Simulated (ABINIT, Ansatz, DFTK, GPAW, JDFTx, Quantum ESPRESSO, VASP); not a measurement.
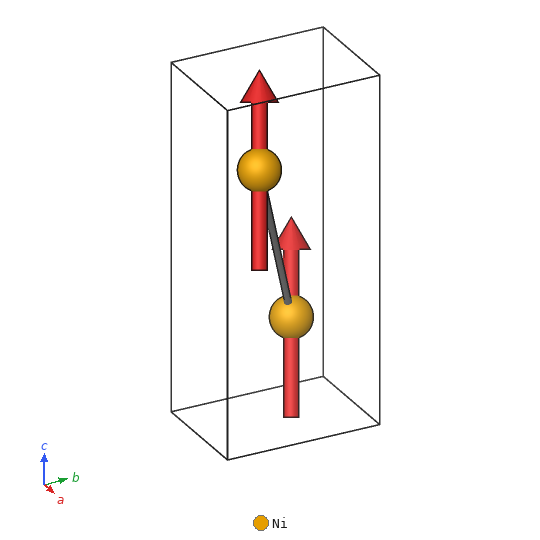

Ni, hexagonal close-packed (Mg type), space group P6₃/mmc (No. 194), a = 2.448 Å, b = 2.448 Å, c = 4.073 Å, α = 90.00°, β = 90.00°, γ = 120.00°. The run's cell of 2 atoms, with the site moments from GPAW (PAW data 1.2.1) as arrows (above 0.25 μB; red up, blue down). The cell is a structure listed in the Materials Project. This isn't the form of Ni at room conditions, which is fcc.

One fixed geometry in seven programs or potential sets. Alike in all runs: functional PBE; k mesh 12 × 12 × 7 on the run's cell of 2 atoms; occupations fermi-dirac, width 0.05 eV; collinear spin, ferromagnetic start; no spin-orbit coupling. All runs are metallic.

```tsv
program	pressure (GPa)	net moment (μB per cell of 2)
GPAW (PAW data 1.2.1)	9.7	1.31
Ansatz LAPW (all-electron)	?	?
DFTK (PseudoDojo 0.4.1 standard)	7.4	1.33
JDFTx (PseudoDojo 0.5 standard)	7.5	1.33
Quantum ESPRESSO (SSSP 1.3 efficiency)	7.2	1.34
VASP (PBE potentials, release 64 Ni)	7.0	1.27
ABINIT (JTH PAW PBE v2.0)	8.0	1.29
```

Estimate the row of Ansatz LAPW (all-electron).

Answer. A pressure of 7.3 GPa and a moment of 1.30 μB. The other rows span 7.0 to 9.7 GPa and 1.27 to 1.34 μB.

Is this cell larger or smaller than the equilibrium cell of this functional?

Answer. Smaller: all pressures given are positive (7.0 to 9.7 GPa), so its volume would grow.

Plane-wave pressures hold the error of each finite cutoff. Each run keeps the magnetic state that it reached from a ferromagnetic start.

Notes on single rows: GPAW (PAW data 1.2.1): the stock nickel data set gives pressures a few GPa off other programs.
